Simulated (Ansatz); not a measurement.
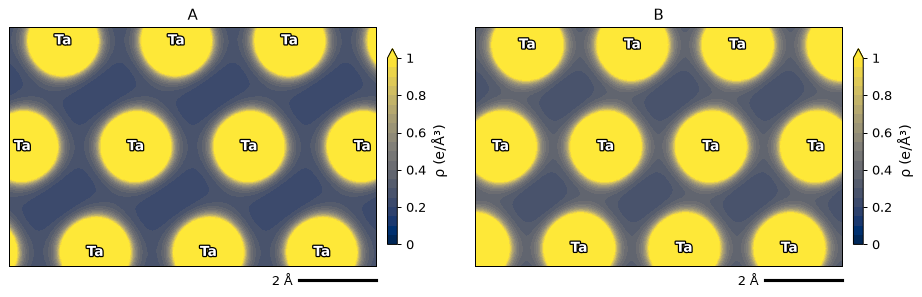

Ta. The valence pseudo-density of two cells that differ in size and shape, on the (101̄) plane of each (indices in the axes of the calculation cell), at one length scale and on one colour scale: A has 18.7 Å³ an atom and B 15.3.

Level of theory: DFT PBE, scalar-relativistic, plane waves, PAW in Ansatz 0.2.0.

In a PAW calculation such maps are meaningful between the atoms, not at the nuclei.

The larger cell:

```
Ta
1.0
    -1.47694    1.65948    1.90841
     1.47694   -1.65948    1.90841
     1.47694    1.65948   -1.90841
Ta
1
Cartesian
  0.0000 0.0000 0.0000
```

The smaller cell: a = 2.717 Å, b = 2.717 Å, c = 2.717 Å, α = 109.50°, β = 104.71°, γ = 114.35°.

Q: What changes from the larger cell to the smaller?

A: From the larger cell to the smaller, Ta–Ta goes from 2.93 to 2.72 Å, and the density at its midpoint from 0.28 to 0.37 e/Å³; the pressure goes from −0.5 to 49 GPa.

PAW datasets: the set soft_1.
